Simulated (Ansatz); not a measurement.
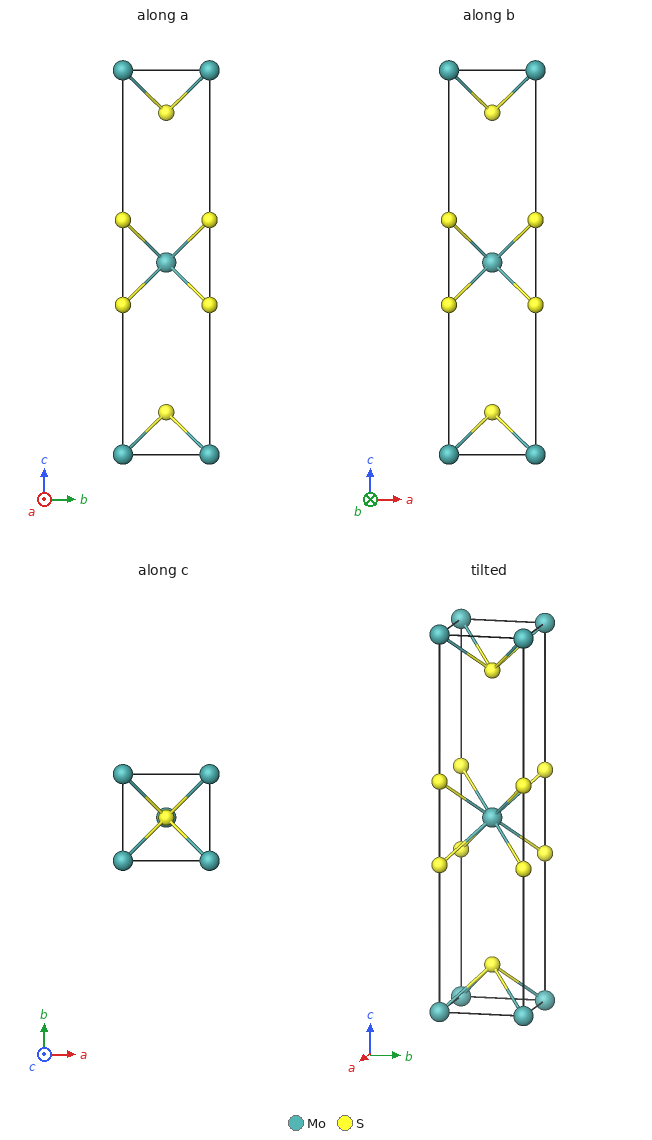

The structure above is drawn in ball-and-stick style and viewed along the a axis, along the b axis, along the c axis and slightly off an axis. The edges of the conventional unit cell are marked.

Lattice parameters: a = 2.9556 Å, b = 2.9556 Å, c = 13.1107 Å, α = 90.000°, β = 90.000°, γ = 90.000°.

### From the views, write a CIF in P1 with every atom of the cell, with free fractional coordinates to two decimals.

```cif
data_structure
_symmetry_space_group_name_H-M 'P 1'
_symmetry_Int_Tables_number 1
_cell_length_a 2.9556
_cell_length_b 2.9556
_cell_length_c 13.1107
_cell_angle_alpha 90.000
_cell_angle_beta 90.000
_cell_angle_gamma 90.000
_cell_volume 114.53
loop_
_atom_site_label
_atom_site_type_symbol
_atom_site_fract_x
_atom_site_fract_y
_atom_site_fract_z
_atom_site_occupancy
Mo1 Mo 0.00 0.00 0.00 1
S1 S 0.50 0.50 0.11 1
S2 S 0.00 0.00 0.39 1
Mo2 Mo 0.50 0.50 0.50 1
S3 S 0.00 0.00 0.61 1
S4 S 0.50 0.50 0.89 1
```

The structure was taken from a textbook structure type filled with these elements (whether it is the usual form wasn't checked). The geometry was optimised with Ansatz, DFT PBE, scalar-relativistic, plane waves, PAW.
